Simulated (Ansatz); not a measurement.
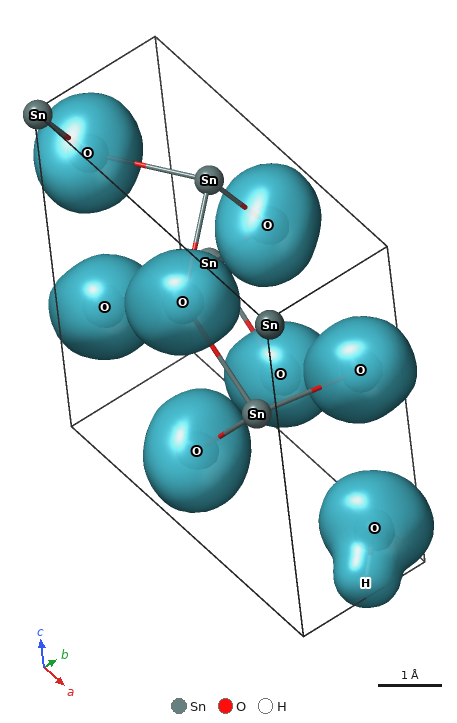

Figure. Sn4HO8 (cell charge +1, with a compensating background) (cell with a defect). Isosurface of the electron localisation function at 0.65 (cyan), seen slightly off an axis. Only the valence region is drawn (cores and ρ < 0.01 e/Å³ removed). Sticks mark near contacts.

The calculation used Ansatz 0.2.0, DFT PBE, scalar-relativistic, plane waves, PAW.

Describe the localisation domains.

The ELF exceeds this value in seven regions wrapped around O (the valence shell of each) and one joined region spread over several atoms (H, O), in which their bonds and any lone pairs are merged, counted in one cell of 13 atoms. Any copies at cell faces, edges or corners count once. Along the contacts the grid gives the following. O–H (1.01 Å): the ELF climbs to about 1 towards the hydrogen, as it does in any bond to H (a covalent bond by its length). Sn–O (2.04 Å): the ELF peaks at about 0.80 in the valence shell of O, 0.6 Å from its nucleus, and is about 0.25 at the midpoint: no shared electron pair shows on this line.
